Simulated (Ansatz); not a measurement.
Fe

The calculation's input:

```
crystal:
  lattice:
    - [0.0, 1.9417396906, 1.9651051623]
    - [1.4984397099, 0.0, 1.9651051623]
    - [1.4984397099, 1.9417396906, 0.0]
  atoms:
    - { symbol: Fe, position: [0.0, 0.0, 0.0], spin: 3.0 }
hamiltonian:
  xc: revpbe
  pseudopotentials: { kind: paw }
magnetization:
  spin_polarized: true
kpoints:
  mp_grid: { grid: [13, 13, 13] }
  band_path:
    path:
      - [[0.0, 0.0, 0.0], [0.5, 0.0, 0.5], [0.5, 0.246480624, 0.746480624], [0.0742892414, 0.5, 0.5742892414], [0.0, 0.5, 0.5], [0.0, 0.0, 0.0], [0.5, 0.5, 0.0], [0.9257107586, 0.5, 0.4257107586], [0.923912117, 0.423912117, 0.5], [0.5, 0.246480624, 0.746480624]]
      - [[0.5, 0.753519376, 0.253519376], [0.5, 0.5, 0.0]]
      - [[0.0, 0.5, 0.5], [0.076087883, 0.576087883, 0.5]]
      - [[0.923912117, 0.423912117, 0.5], [0.5, 0.0, 0.5]]
      - [[0.5, 0.5, 0.5], [0.0, 0.0, 0.0]]
    npoints: 14
scf:
  occupations: { method: fermi_dirac, width: 0.05 }
  n_extra_bands: 6
output:
  forces: true
  stress: true
  eigenvalues: true
  fatbands: false
  write_density: true
  write_potential: true
  elf: true
  volumetric_format: npy
```

Run with:

```sh
ansatz run input.yaml --threads 2 --pin off --max-ram 5632MiB --backend cpu --events-out ev --progress --plain --runs-dir out
```

Below, planes, directions and counts refer to the conventional cell (a = 3.00 Å, b = 3.88 Å, c = 3.93 Å, α = 90.00°, β = 90.00°, γ = 90.00°).

Space group Fmmm; a structure from a database of computed crystals, not necessarily the ambient phase; computed pressure about 3 GPa in this cell; spin-polarised.

These are results of Ansatz 0.2.0, Kohn-Sham DFT of a periodic cell, revPBE, Ansatz PAW, not measurements.

Core electrons are frozen (PAW), and the valence fields are smoothed inside the atomic spheres.

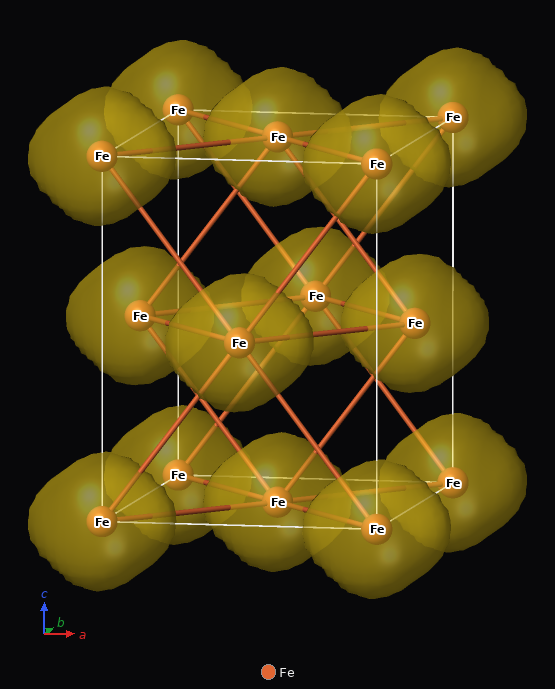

Figure 1. Isosurfaces of the magnetisation density (up minus down) at +0.3 (yellow) and −0.3 e/Å³ (cyan), seen slightly off an axis. Sticks mark near contacts.

> Where is the spin, and how is it ordered?

The spin density sits on Fe: +2.2 μB (×4) in one cell of 4 atoms: parallel moments, as they must be, since the calculation's own cell holds one magnetic site. The cell of the calculation (1 atoms) carries 2.2 μB of net spin moment. Only one sign reaches the isovalue.

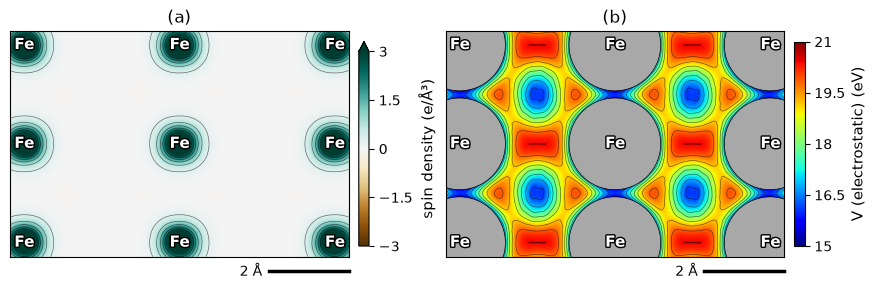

Figure 2. (a) spin density; (b) electrostatic potential energy of an electron on the (101) plane of the conventional cell. Grey discs cover the atomic cores in the potential map.

> Describe what can be read from this map.

- Atoms in the plane: Fe.
- Outside the cores the potential energy rises away from the atoms and is highest about 1.5 Å from the nearest atoms; its zero is arbitrary.

> Metal or insulator at this level of theory?

It is metallic or semimetallic at this level of theory: no gap opens.
